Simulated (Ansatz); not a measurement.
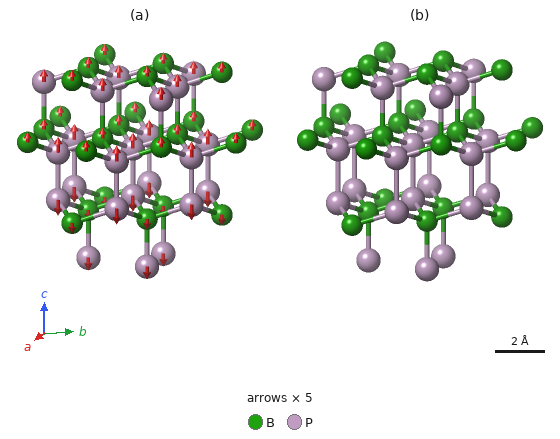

The structure of an interface cell of composition BP before (left) and after (right) a relaxation, at one scale. The red arrows give the displacements, magnified 5 times.

The picture is a ball-and-stick view of the atoms within 5.0 Å of the atom that moves most (axes of the cell of the calculation), seen slightly off an axis.

Case: antiphase boundary on (1 1 1), species swapped.

Computed with DFT PBE, scalar-relativistic, plane waves, PAW in Ansatz. Set-up: plane-wave cutoff 420 eV; k-point mesh 12 × 12 × 2; occupations gaussian; smearing width 0.05 eV; no spin polarisation; cell relaxed at fixed a, b, alpha, beta, gamma; force threshold 0.02 eV/Å; at most 45 steps.

**Summarise the run.**

The largest moves relative to the cell, 0.13 Å, are those of P atoms. Largest moves by element: P 0.13 Å, B 0.11 Å. Cell: a = b unchanged at 3.216 Å, c 15.756 → 15.766 Å (+0.1 %). Volume +0.1 %. Some distances before and after: P–P 1.969 → 2.232 Å, B–P 1.969 → 1.990 Å, B–P 1.969 → 1.964 Å. After 4 accepted moves (5 points after the start) the energy has fallen by 0.708 eV per cell of the calculation. Largest force component: 4.8 eV/Å at the start, 0.0048 eV/Å at the end. The pressure goes from 1.90 to 0.23 GPa. The SCF was repeated once at an unchanged geometry on a basis and grid sized afresh for the cell, which shifted the energy by 0.1 meV per cell of the calculation at most.
